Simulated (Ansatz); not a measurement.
SiC$_{53}$ (cell with a defect)

Input

```
crystal:
  lattice:
    - [-5.3572106033, -5.3572106033, 0.0]
    - [-5.3572106033, 0.0, -5.3572106033]
    - [0.0, -5.3572106033, -5.3572106033]
  atoms:
    - { symbol: Si, position: [0.3333333333, 0.6666666667, 0.6666666667] }
    - { symbol: C, position: [0.0, 0.6666666667, 0.6666666667] }
    - { symbol: C, position: [0.6666666667, 0.6666666667, 0.6666666667] }
    - { symbol: C, position: [0.3333333333, 0.3333333333, 0.6666666667] }
    - { symbol: C, position: [0.0, 0.3333333333, 0.6666666667] }
    - { symbol: C, position: [0.6666666667, 0.3333333333, 0.6666666667] }
    - { symbol: C, position: [0.3333333333, 1.0, 0.6666666667] }
    - { symbol: C, position: [0.0, 1.0, 0.6666666667] }
    - { symbol: C, position: [0.6666666667, 1.0, 0.6666666667] }
    - { symbol: C, position: [0.3333333333, 0.6666666667, 0.3333333333] }
    - { symbol: C, position: [0.0, 0.6666666667, 0.3333333333] }
    - { symbol: C, position: [0.6666666667, 0.6666666667, 0.3333333333] }
    - { symbol: C, position: [0.3333333333, 0.3333333333, 0.3333333333] }
    - { symbol: C, position: [0.0, 0.3333333333, 0.3333333333] }
    - { symbol: C, position: [0.6666666667, 0.3333333333, 0.3333333333] }
    - { symbol: C, position: [0.3333333333, 1.0, 0.3333333333] }
    - { symbol: C, position: [0.0, 1.0, 0.3333333333] }
    - { symbol: C, position: [0.6666666667, 1.0, 0.3333333333] }
    - { symbol: C, position: [0.3333333333, 0.6666666667, 1.0] }
    - { symbol: C, position: [0.0, 0.6666666667, 1.0] }
    - { symbol: C, position: [0.6666666667, 0.6666666667, 1.0] }
    - { symbol: C, position: [0.3333333333, 0.3333333333, 1.0] }
    - { symbol: C, position: [0.0, 0.3333333333, 1.0] }
    - { symbol: C, position: [0.6666666667, 0.3333333333, 1.0] }
    - { symbol: C, position: [0.3333333333, 1.0, 1.0] }
    - { symbol: C, position: [0.0, 1.0, 1.0] }
    - { symbol: C, position: [0.6666666667, 1.0, 1.0] }
    - { symbol: C, position: [0.5833333333, 0.5833333333, 0.5833333333] }
    - { symbol: C, position: [0.25, 0.5833333333, 0.5833333333] }
    - { symbol: C, position: [0.9166666667, 0.5833333333, 0.5833333333] }
    - { symbol: C, position: [0.5833333333, 0.25, 0.5833333333] }
    - { symbol: C, position: [0.25, 0.25, 0.5833333333] }
    - { symbol: C, position: [0.9166666667, 0.25, 0.5833333333] }
    - { symbol: C, position: [0.5833333333, 0.9166666667, 0.5833333333] }
    - { symbol: C, position: [0.25, 0.9166666667, 0.5833333333] }
    - { symbol: C, position: [0.9166666667, 0.9166666667, 0.5833333333] }
    - { symbol: C, position: [0.5833333333, 0.5833333333, 0.25] }
    - { symbol: C, position: [0.25, 0.5833333333, 0.25] }
    - { symbol: C, position: [0.9166666667, 0.5833333333, 0.25] }
    - { symbol: C, position: [0.5833333333, 0.25, 0.25] }
    - { symbol: C, position: [0.25, 0.25, 0.25] }
    - { symbol: C, position: [0.9166666667, 0.25, 0.25] }
    - { symbol: C, position: [0.5833333333, 0.9166666667, 0.25] }
    - { symbol: C, position: [0.25, 0.9166666667, 0.25] }
    - { symbol: C, position: [0.9166666667, 0.9166666667, 0.25] }
    - { symbol: C, position: [0.5833333333, 0.5833333333, 0.9166666667] }
    - { symbol: C, position: [0.25, 0.5833333333, 0.9166666667] }
    - { symbol: C, position: [0.9166666667, 0.5833333333, 0.9166666667] }
    - { symbol: C, position: [0.5833333333, 0.25, 0.9166666667] }
    - { symbol: C, position: [0.25, 0.25, 0.9166666667] }
    - { symbol: C, position: [0.9166666667, 0.25, 0.9166666667] }
    - { symbol: C, position: [0.5833333333, 0.9166666667, 0.9166666667] }
    - { symbol: C, position: [0.25, 0.9166666667, 0.9166666667] }
    - { symbol: C, position: [0.9166666667, 0.9166666667, 0.9166666667] }
  host:
    lattice:
      - [0.0, 1.7857368678, 1.7857368678]
      - [1.7857368678, 0.0, 1.7857368678]
      - [1.7857368678, 1.7857368678, 0.0]
    atoms:
      - { symbol: C, position: [0.0, 0.0, 0.0] }
      - { symbol: C, position: [0.25, 0.25, 0.25] }
basis:
  ecutwfc: 420
  xc_grid: 2
kpoints:
  mp_grid: { grid: [2, 2, 2], shift: [0.0, 0.0, 0.0] }
hamiltonian:
  xc: pbe
scf:
  occupations: { method: gaussian, width: 0.01 }
output:
  forces: true
  stress: false
  eigenvalues: true
  charged_corrections: { defect_position: [0.33333333, 0.66666667, 0.66666667] }
  write_density: true
  write_potential: true
  elf: true
  volumetric_format: npy
relax:
  adjacent_minimum: "off"
  f_tol: 0.025
  max_steps: 60
```

Launched as:

```sh
ansatz run input.yaml --threads 8 --pin off --max-ram 22528MiB --backend cpu --events-out ev --progress --plain --runs-dir out
```

The fields are those of the relaxed geometry.

Theory: Ansatz, DFT PBE, scalar-relativistic, plane waves, PAW.

In a PAW calculation such maps are meaningful between the atoms, not at the nuclei.

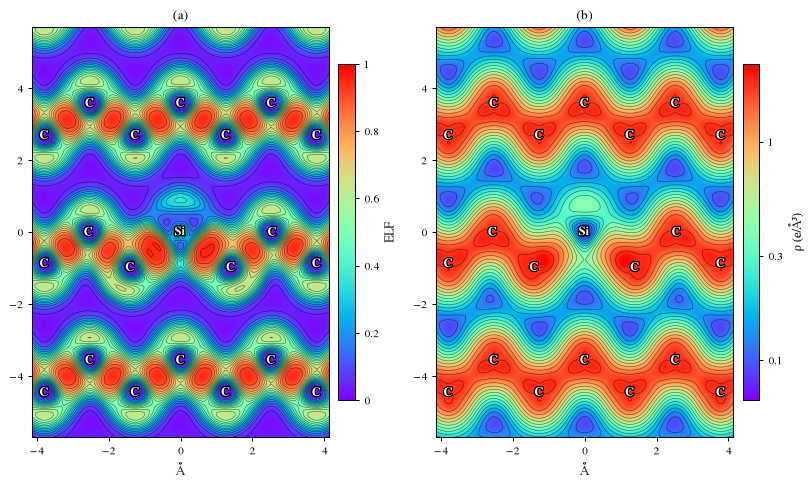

Figure 1. (a) ELF; (b) valence charge density (pseudo) on the (11̄0) plane of the calculation cell.

Question: Describe what can be read from this map.

Answer:
- The section cuts through Si and C sites.
- C–C (1.51 Å): the density is about 1.7 e/Å³ at the midpoint; the ELF peaks at about 0.95 between the atoms; a shared electron pair.
- Si–C (1.72 Å): ρ at the midpoint is about 1.3 e/Å³; the ELF peaks at about 0.95 between the atoms, as expected for a covalent bond.
- C–C (1.55 Å): the density is about 1.6 e/Å³ at the midpoint; the ELF peaks at about 0.95 between the atoms: localised, covalent bonding.
- Between the atoms the lowest density in this plane is 0.09 e/Å³.

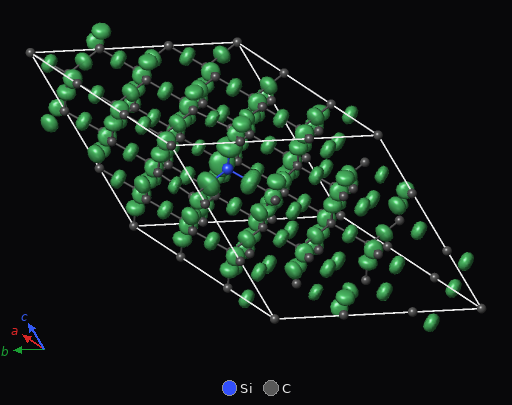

Figure 2. Isosurface of the ELF at 0.85 (green), seen at an oblique angle. Core shells and regions of very low density are left out. Sticks mark near contacts.

Question: Describe the localisation domains.

Answer: The surface consists of 104 regions between bonded C–C atoms (shared pairs) and four regions between bonded C–Si atoms (shared pairs), counted in one cell of 54 atoms. Regions shared between cells count once.

Question: Does the calculation give a band gap?

Answer: It is gapped, with a Kohn–Sham gap of 3.8 eV on the k-point mesh (the band edges may lie off the mesh, which would make the gap smaller).
